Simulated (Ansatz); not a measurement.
## Geometry relaxation, with input and output: Sc (part 1 of 2)

The run: geometry relaxation of Sc (P6₃/mmc, 4 atoms in the cell). Method and program: DFT PBEsol, scalar-relativistic, plane waves, PAW, no spin polarisation (Ansatz 0.2.0).

The structure was built on a prototype by a generator; it need not be a known phase. It belongs to a series of runs on one base structure; here: graphite type (P6_3/mmc, No. 194).

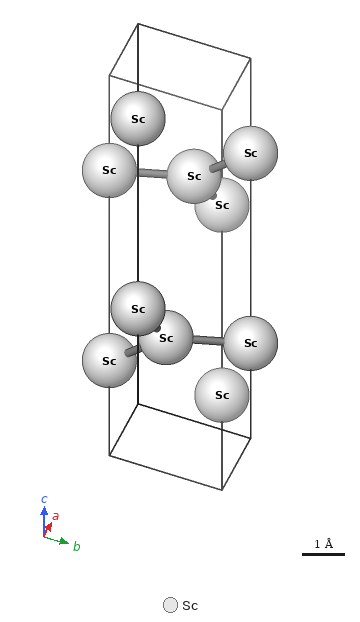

Figure 1. The structure as given in the input (ball-and-stick view of the cell of the calculation, seen at an oblique angle).

**Key numbers**

```json
{"quantity": "outcome", "value": "converged"}
{"quantity": "space group (tolerance 0.01 Å)", "value": "P6₃/mmc (194)"}
{"quantity": "electrons treated", "value": "44"}
{"quantity": "free energy", "value": "−8442.1535 eV"}
{"quantity": "Fermi energy", "value": "8.471 eV"}
{"quantity": "gap on the k-point mesh", "value": "none (metallic)"}
{"quantity": "pressure", "value": "0.06 GPa"}
{"quantity": "final volume", "value": "102.25 Å³"}
{"quantity": "largest force (length of the vector) at the end", "value": "under 0.001 eV/Å"}
{"quantity": "final cell", "value": "a = 5.062 Å, b = 5.062 Å, c = 4.608 Å, α = 90.00°, β = 90.00°, γ = 120.00°"}
{"quantity": "hardware", "value": "1 thread of an x86-64 CPU, shared host"}
{"quantity": "wall time", "value": "34 s"}
{"quantity": "peak memory", "value": "0.43 GiB"}
```

**The input**
```yaml
crystal:
  lattice:
    - [3.5758864841, 0.0, 0.0]
    - [-1.7879432421, 3.0968085363, 0.0]
    - [0.0, 0.0, 9.7392030258]
  atoms:
    - { symbol: Sc, position: [0.0, 0.0, 0.25] }
    - { symbol: Sc, position: [0.0, 0.0, 0.75] }
    - { symbol: Sc, position: [0.3333333333, 0.6666666667, 0.75] }
    - { symbol: Sc, position: [0.6666666667, 0.3333333333, 0.25] }
basis:
  ecutwfc: 420
kpoints:
  mp_grid: { grid: [6, 6, 2] }
hamiltonian:
  xc: pbesol
scf:
  occupations: { method: gaussian, width: 0.1 }
  lower_state_search: "off"
output:
  forces: true
  stress: true
  eigenvalues: true
relax:
  adjacent_minimum: "off"
  f_tol: 0.04
  max_steps: 70
  cell: { stress_tol: 0.4 }
```

**Log**
```
Engine: ansatz 0.2.0, x86_64-unknown-linux-gnu
Pseudopotentials: kind: paw
Pseudopotential: Sc, paw, valence charge 11, recommended cutoff 420 eV (normal), Sc.paw.azcp
Functional definition: PBEsol
  exchange = pbesol_x
  correlation = pbesol_c
Crystal: 4 atoms, lattice volume = 107.850 Å³
Basis set: ecut = 420 eV, 2067 PW (Γ), exchange–correlation on 48×48×144 points (8 copies of the dense FFT grid, shifted against one another)
Bands: 27, of which v1, the nominal top of the filled ones, is band 22 counted from 1 (21 counted from 0)
Symmetry: 24 space group operations
Space group: P63/mmc (ITA 194), of the structure as read, at distance tolerance 4.8e-5 Å
k-points: 14 of 72
Non-local potential: Sc, projectors of the file, l = 0: 3, l = 1: 2, l = 2: 3, l = 3: 1
PAW form: soft (Blöchl's): semilocal exchange-correlation on the pseudo side does not see the compensation charge
PAW frozen core: Sc, regenerated for the run's functional, and the local potential with it (the file was generated under x = pbe(κ = 0.804, μ = 0.2195149727645171), c = pbe(β = 0.06672455060314922))
PAW one-centre angular grid: Sc, 590 points (default); XC on 64 Gauss nodes
Initial density: superposition of atomic densities (neutral atoms: chi_scale 0, normalization atom), corrected by the library's trained network
Initial wavefunctions: pseudopotential atomic-orbital guess
Functional: x = pbesol(κ = 0.804, μ = 0.12345679012345678), c = pbesol(β = 0.046)
SCF iter   1: F=—  HF=-8430.779681 eV  |F-HF|=—  |Δ(HF+E_count)|=         —  Δρ=3.28e-2  dr2=1.87e0  ethr=1.77e-3  ⟨swp⟩=5.4  Hψ=1451  notcnv=0
preconditioner: auto → LDOS  [metal: Δε(μ)=0.043 eV  Ē_g=2.049 eV  σ=0.100 eV  W_gap=0.23  n_scr=24 (ndim 8)  ℏωp=12.4 eV  f_vac=0.027  D(μ)=10.04/eV (n_scr^D=126)  β→1.0]
SCF iter   2: F=—  HF=-8430.364446 eV  |F-HF|=—  |Δ(HF+E_count)|=   4.15e-1  Δρ=2.60e-2  dr2=6.99e-1  ethr=1.77e-3  ⟨swp⟩=2.6  Hψ=872  notcnv=0  defer=5
SCF iter   3: F=—  HF=-8430.304863 eV  |F-HF|=—  |Δ(HF+E_count)|=   5.96e-2  Δρ=4.43e-3  dr2=1.41e-2  ethr=1.59e-3  ⟨swp⟩=2.9  Hψ=678  notcnv=0  defer=5
SCF iter   4: F=—  HF=-8430.307749 eV  |F-HF|=—  |Δ(HF+E_count)|=   2.89e-3  Δρ=1.61e-3  dr2=1.95e-3  ethr=3.20e-5  ⟨swp⟩=2.3  Hψ=575  notcnv=0  defer=3
SCF iter   5: F=—  HF=-8430.307060 eV  |F-HF|=—  |Δ(HF+E_count)|=   6.89e-4  Δρ=4.82e-4  dr2=1.49e-4  ethr=4.42e-6  ⟨swp⟩=3.0  Hψ=706  notcnv=0  defer=3
SCF iter   6: F=—  HF=-8430.307125 eV  |F-HF|=—  |Δ(HF+E_count)|=   6.49e-5  Δρ=1.69e-4  dr2=2.32e-5  ethr=3.38e-7  ⟨swp⟩=2.9  Hψ=663  notcnv=0  defer=3
SCF iter   7: F=—  HF=-8430.306756 eV  |F-HF|=—  |Δ(HF+E_count)|=   3.69e-4  Δρ=6.20e-5  dr2=5.61e-6  ethr=5.27e-8  ⟨swp⟩=2.9  Hψ=661  notcnv=0  defer=3
SCF iter   8: F=—  HF=-8430.306755 eV  |F-HF|=—  |Δ(HF+E_count)|=   6.89e-7  Δρ=2.24e-5  dr2=7.90e-7  ethr=1.28e-8  ⟨swp⟩=2.0  Hψ=448  notcnv=0  defer=3
SCF iter   9: F=-8430.306755 eV  HF=-8430.306755 eV  |F-HF|=8.43e-9  |Δ(HF+E_count)|=   1.40e-7  Δρ=6.12e-6  dr2=3.06e-8  ethr=2.27e-10  ⟨swp⟩=4.3  Hψ=1355  notcnv=0
SCF 1 converged in 9 iterations: F = -8430.306755 eV  dr2 = 3.06e-8
  greatest PAW one-centre occupation: 0.998 electrons in one spin orbital (limit 2), on the Sc atom at site 3 (counted from 0), in its partial waves of l = 1
relax step   1: F+E_penalty+E_count = -8430.30675502 eV  Δ(F+E_penalty+E_count) = +0.000e0 eV  max|allowed force component| = 2.174e-16 eV/Å  Δτ_max = 0.0000 Å  P = +14.771 GPa  Ω = 107.850 Å³  (9 SCF iters, dr2 threshold 1.00e-7 eV, accepted)
Crystal: 4 atoms, lattice volume = 113.619 Å³
Basis set: ecut = 420 eV, 2227 PW (Γ), exchange–correlation on 48×48×144 points (8 copies of the dense FFT grid, shifted against one another)
Initial density: handed on by an earlier stage of this run
Initial wavefunctions: those handed on with the density
iter 1 solved again at ethr=2.85e-3 eV; its pass at ethr=3.10e-3 eV (dr2=1.25e0 eV) is discarded
SCF iter   1: F=—  HF=-8432.191515 eV  |F-HF|=—  |Δ(HF+E_count)|=         —  Δρ=2.07e-2  dr2=1.25e0  ethr=2.85e-3  ⟨swp⟩=1.0  Hψ=2250  notcnv=0
preconditioner: auto → Kerker (q_TF=auto, 2.329 Å⁻¹)  [metal: Δε(μ)=0.024 eV  Ē_g=1.908 eV  σ=0.100 eV  W_gap=0.13  n_scr=24 (ndim 8)  ℏωp=12.1 eV  f_vac=0.000  D(μ)=8.68/eV (n_scr^D=94)]
SCF iter   2: F=—  HF=-8432.019251 eV  |F-HF|=—  |Δ(HF+E_count)|=   1.72e-1  Δρ=8.93e-3  dr2=2.94e-1  ethr=2.85e-3  ⟨swp⟩=2.0  Hψ=445  notcnv=0
SCF iter   3: F=—  HF=-8431.967982 eV  |F-HF|=—  |Δ(HF+E_count)|=   5.13e-2  Δρ=2.21e-3  dr2=9.97e-3  ethr=6.68e-4  ⟨swp⟩=2.1  Hψ=496  notcnv=0
SCF iter   4: F=—  HF=-8431.966867 eV  |F-HF|=—  |Δ(HF+E_count)|=   1.11e-3  Δρ=8.92e-4  dr2=2.27e-3  ethr=2.27e-5  ⟨swp⟩=1.9  Hψ=497  notcnv=0
SCF iter   5: F=—  HF=-8431.966806 eV  |F-HF|=—  |Δ(HF+E_count)|=   6.15e-5  Δρ=7.41e-4  dr2=7.93e-4  ethr=5.15e-6  ⟨swp⟩=2.5  Hψ=565  notcnv=0
SCF iter   6: F=—  HF=-8431.966706 eV  |F-HF|=—  |Δ(HF+E_count)|=   9.95e-5  Δρ=1.72e-4  dr2=4.75e-5  ethr=1.80e-6  ⟨swp⟩=2.6  Hψ=614  notcnv=0
SCF iter   7: F=—  HF=-8431.966384 eV  |F-HF|=—  |Δ(HF+E_count)|=   3.22e-4  Δρ=3.73e-5  dr2=2.01e-6  ethr=1.08e-7  ⟨swp⟩=2.0  Hψ=464  notcnv=0
SCF iter   8: F=-8431.966385 eV  HF=-8431.966385 eV  |F-HF|=5.59e-8  |Δ(HF+E_count)|=   6.15e-7  Δρ=9.34e-6  dr2=1.54e-7  ethr=9.09e-10  ⟨swp⟩=5.9  Hψ=1439  notcnv=0
SCF 2 converged in 8 iterations: F = -8431.966385 eV  dr2 = 1.54e-7
  greatest PAW one-centre occupation: 0.997 electrons in one spin orbital (limit 2), on the Sc atom at site 1 (counted from 0), in its partial waves of l = 0
relax step   2: F+E_penalty+E_count = -8431.96638469 eV  Δ(F+E_penalty+E_count) = -1.660e0 eV  max|allowed force component| = 2.405e-16 eV/Å  Δτ_max = 0.0000 Å  P = +9.123 GPa  Ω = 113.619 Å³  energy of the carried Pulay correction = -5.348e-4 eV  (8 SCF iters, dr2 threshold 4.00e-7 eV, accepted)
[... from here on the SCF iterations and repeated set-up lines of each step are left out, up to the last step ...]
SCF 3 converged in 8 iterations: F = -8433.361041 eV  dr2 = 1.94e-7
relax step   3: F+E_penalty+E_count = -8433.36104067 eV  Δ(F+E_penalty+E_count) = -1.395e0 eV  max|allowed force component| = 2.128e-16 eV/Å  Δτ_max = 0.0000 Å  P = +6.337 GPa  Ω = 117.534 Å³  energy of the carried Pulay correction = -8.791e-4 eV  (8 SCF iters, dr2 threshold 4.00e-7 eV, accepted)
SCF 4 converged in 7 iterations: F = -8434.544945 eV  dr2 = 6.12e-8
relax step   4: F+E_penalty+E_count = -8434.54494544 eV  Δ(F+E_penalty+E_count) = -1.184e0 eV  max|allowed force component| = 1.989e-16 eV/Å  Δτ_max = 0.0000 Å  P = +3.807 GPa  Ω = 119.377 Å³  energy of the carried Pulay correction = -1.042e-3 eV  (7 SCF iters, dr2 threshold 4.00e-7 eV, accepted)
SCF 5 converged in 7 iterations: F = -8435.562315 eV  dr2 = 2.91e-7
relax step   5: F+E_penalty+E_count = -8435.56231468 eV  Δ(F+E_penalty+E_count) = -1.017e0 eV  max|allowed force component| = 1.989e-16 eV/Å  Δτ_max = 0.0000 Å  P = +2.359 GPa  Ω = 118.361 Å³  energy of the carried Pulay correction = -9.733e-4 eV  (7 SCF iters, dr2 threshold 4.00e-7 eV, accepted)
SCF 6 converged in 7 iterations: F = -8436.565456 eV  dr2 = 2.17e-7
relax step   6: F+E_penalty+E_count = -8436.56545620 eV  Δ(F+E_penalty+E_count) = -1.003e0 eV  max|allowed force component| = 1.480e-16 eV/Å  Δτ_max = 0.0000 Å  P = +1.110 GPa  Ω = 115.765 Å³  energy of the carried Pulay correction = -7.714e-4 eV  (7 SCF iters, dr2 threshold 4.00e-7 eV, accepted)
SCF 7 converged in 7 iterations: F = -8437.678907 eV  dr2 = 1.15e-7
relax step   7: F+E_penalty+E_count = -8437.67890653 eV  Δ(F+E_penalty+E_count) = -1.113e0 eV  max|allowed force component| = 9.483e-17 eV/Å  Δτ_max = 0.0000 Å  P = -0.136 GPa  Ω = 113.704 Å³  energy of the carried Pulay correction = -6.088e-4 eV  (7 SCF iters, dr2 threshold 4.00e-7 eV, accepted)
SCF 8 converged in 7 iterations: F = -8438.626332 eV  dr2 = 5.67e-8
relax step   8: F+E_penalty+E_count = -8438.62633200 eV  Δ(F+E_penalty+E_count) = -9.474e-1 eV  max|allowed force component| = 1.943e-16 eV/Å  Δτ_max = 0.0000 Å  P = -0.558 GPa  Ω = 108.665 Å³  energy of the carried Pulay correction = -1.671e-4 eV  (7 SCF iters, dr2 threshold 4.00e-7 eV, accepted)
SCF 9 converged in 7 iterations: F = -8439.494507 eV  dr2 = 2.57e-8
relax step   9: F+E_penalty+E_count = -8439.49450695 eV  Δ(F+E_penalty+E_count) = -8.682e-1 eV  max|allowed force component| = 2.290e-16 eV/Å  Δτ_max = 0.0000 Å  P = -0.140 GPa  Ω = 102.605 Å³  energy of the carried Pulay correction = +4.159e-4 eV  (7 SCF iters, dr2 threshold 4.00e-7 eV, accepted)
SCF 10 converged in 7 iterations: F = -8440.299797 eV  dr2 = 3.03e-8
relax step  10: F+E_penalty+E_count = -8440.29979742 eV  Δ(F+E_penalty+E_count) = -8.053e-1 eV  max|allowed force component| = 1.133e-16 eV/Å  Δτ_max = 0.0000 Å  P = +0.491 GPa  Ω = 96.253 Å³  energy of the carried Pulay correction = +1.093e-3 eV  (7 SCF iters, dr2 threshold 4.00e-7 eV, accepted)
SCF 11 converged in 7 iterations: F = -8440.965709 eV  dr2 = 1.53e-7
relax step  11: F+E_penalty+E_count = -8440.96570887 eV  Δ(F+E_penalty+E_count) = -6.659e-1 eV  max|allowed force component| = 1.573e-16 eV/Å  Δτ_max = 0.0000 Å  P = +2.473 GPa  Ω = 89.728 Å³  energy of the carried Pulay correction = +1.872e-3 eV  (7 SCF iters, dr2 threshold 4.00e-7 eV, accepted)
SCF 12 converged in 8 iterations: F = -8441.321673 eV  dr2 = 2.99e-8
relax step  12: F+E_penalty+E_count = -8441.32167316 eV  Δ(F+E_penalty+E_count) = -3.560e-1 eV  max|allowed force component| = 5.551e-17 eV/Å  Δτ_max = 0.0000 Å  P = +2.877 GPa  Ω = 85.929 Å³  energy of the carried Pulay correction = +2.364e-3 eV  (8 SCF iters, dr2 threshold 4.00e-7 eV, accepted)
SCF 13 converged in 7 iterations: F = -8441.166665 eV  dr2 = 2.00e-7
relax step  13: F+E_penalty+E_count = -8441.16666517 eV  Δ(F+E_penalty+E_count) = +1.550e-1 eV  max|allowed force component| = 4.857e-17 eV/Å  Δτ_max = 0.0000 Å  P = -7.033 GPa  Ω = 97.072 Å³  energy of the carried Pulay correction = +9.728e-4 eV  (7 SCF iters, dr2 threshold 4.00e-7 eV, rejected (line search))
SCF 14 converged in 8 iterations: F = -8441.345982 eV  dr2 = 1.35e-9
relax step  14: F+E_penalty+E_count = -8441.34598167 eV  Δ(F+E_penalty+E_count) = -2.431e-2 eV  max|allowed force component| = 1.099e-16 eV/Å  Δτ_max = 0.0000 Å  P = -0.115 GPa  Ω = 89.223 Å³  energy of the carried Pulay correction = +1.924e-3 eV  (8 SCF iters, accepted)
SCF 15 converged in 6 iterations: F = -8441.347230 eV  dr2 = 8.91e-9
relax step  15: F+E_penalty+E_count = -8441.34723044 eV  Δ(F+E_penalty+E_count) = -1.249e-3 eV  max|allowed force component| = 5.782e-17 eV/Å  Δτ_max = 0.0000 Å  P = +0.020 GPa  Ω = 88.891 Å³  energy of the carried Pulay correction = +1.966e-3 eV  (6 SCF iters, dr2 threshold 4.00e-7 eV, accepted)
SCF 16 converged in 7 iterations: F = -8441.788101 eV  dr2 = 1.83e-9
relax step  16: F+E_penalty+E_count = -8441.78810053 eV  Δ(F+E_penalty+E_count) = -4.409e-1 eV  max|allowed force component| = 8.327e-17 eV/Å  Δτ_max = 0.0000 Å  P = +5.971 GPa  Ω = 88.891 Å³  stress off target by 8.93e0 GPa  SCF on the basis re-selected at this cell (its energy is not comparable with the rows above)  (7 SCF iters)
SCF 17 converged in 6 iterations: F = -8442.012776 eV  dr2 = 5.39e-8
```
